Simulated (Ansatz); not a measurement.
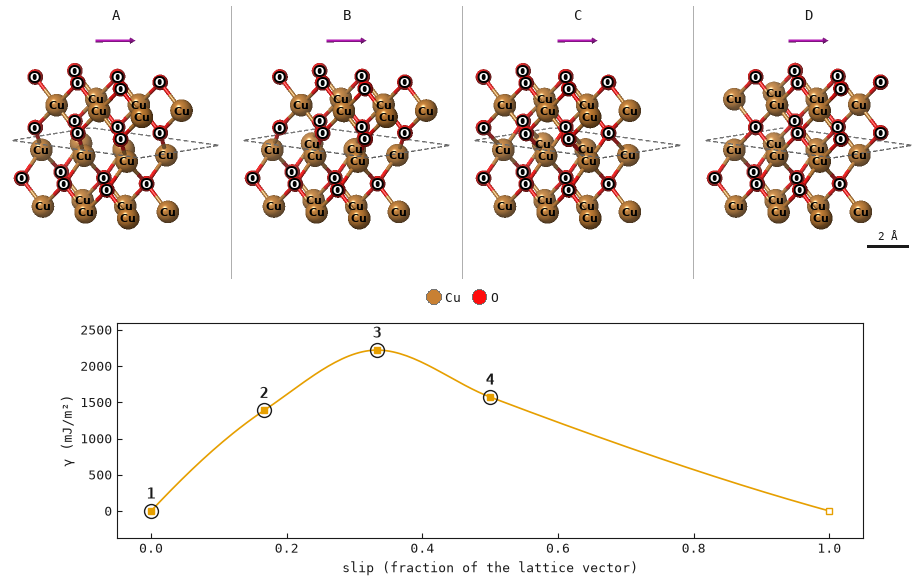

Energy scan for crystalline CuO (C2/c), in which the crystal above a cut along the (0 0 −1) plane of the conventional cell (between a plane of Cu below and one of O above, 1.27 Å apart) is slid rigidly by fractions of an in-plane lattice vector 4.10 Å long (a generalised stacking fault). One cut stands in each cell, which starts 10.2 Å high; nothing is relaxed, and the dashed outline marks the cut, the arrow on top the direction of slip. The frames are shuffled; the numbered points of the plot belong to them. Hollow markers are points alike by symmetry, not computed again. Style: ball-and-stick. Shown: the layers on both sides of the cut, from the side, nearly along the cut plane.

All numbers below come from DFT PBEsol, scalar-relativistic, plane waves, PAW (Ansatz). (plane-wave cutoff 420 eV; k-point mesh 16 × 16 × 5; occupations gaussian; smearing width 0.15 eV; no spin polarisation). Energies (free energies at the smearing named) are counted from the relaxed crystal.

Which frame belongs to which numbered point?

Point 1 is frame C (the slip 0.00, 0 mJ/m²); 2 is frame A (the slip 0.167, 1388 mJ/m²); 3 is frame B (the slip 0.333, 2220 mJ/m²); 4 is frame D (the slip 0.50, 1572 mJ/m²). The curve starts and ends at zero, since a full lattice vector restores the crystal. Its highest computed point is 2220 mJ/m² at slip 0.333. The points are too sparse to place its extrema closely. Relaxation across the fault would lower the values.
